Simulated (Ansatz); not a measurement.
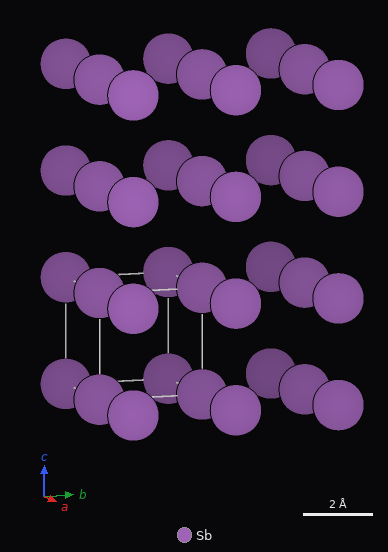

This is a symmetric starting cell of Sb. Style: spheres-only. Shown: the cell of the calculation, repeated 2 × 2 × 3 with one cell outlined, slightly off an axis.

These are results of DFT PBEsol, scalar-relativistic, plane waves, PAW (Ansatz 0.2.0), not measurements. (plane-wave cutoff 420 eV; k-point mesh 12 × 12 × 12; occupations gaussian; smearing width 0.1 eV; no spin polarisation)

Now this is done to it. The cell is strained by −9.2 % along [1 1 1] and +2.8 % across it (volume −3.9 %), the atoms keeping their fractional coordinates. No relaxation follows. The starting cell wasn't computed here and needn't be at equilibrium, so pressure and forces aren't due to the change alone.

Input file:
```yaml
crystal:
  lattice:
    - [3.1235336, -0.1264, -0.1264]
    - [-0.1264, 3.1235336, -0.1264]
    - [-0.1264, -0.1264, 3.1235336]
  atoms:
    - { symbol: Sb, position: [0.0, 0.0, 0.0] }
basis:
  ecutwfc: 420
kpoints:
  mp_grid: { grid: [12, 12, 12] }
hamiltonian:
  xc: pbesol
scf:
  occupations: { method: gaussian, width: 0.1 }
output:
  forces: true
  stress: true
  eigenvalues: true
  populations: true
```

> What does the calculation give for the changed structure?

Some distances before and after: Sb–Sb 3.160 → 3.129 Å. The space group (tolerance 0.01 Å) goes from Pm-3m (No. 221) to R-3m (No. 166). The pressure is −3.3 GPa (not all of it need come from the change, since the unchanged cell can be under pressure at this level too). The principal stresses (compression positive) are −1.5 GPa along [1 1 1] and −4.1 GPa across it. All forces vanish by symmetry.

The changed structure in the same view:

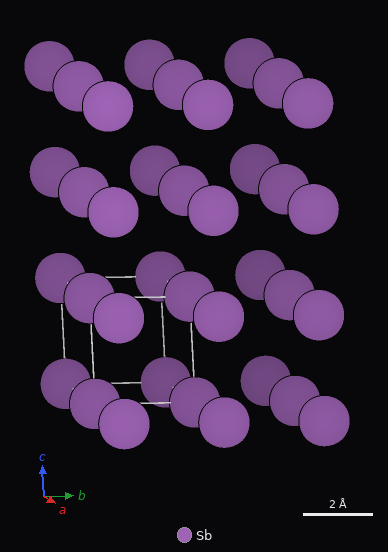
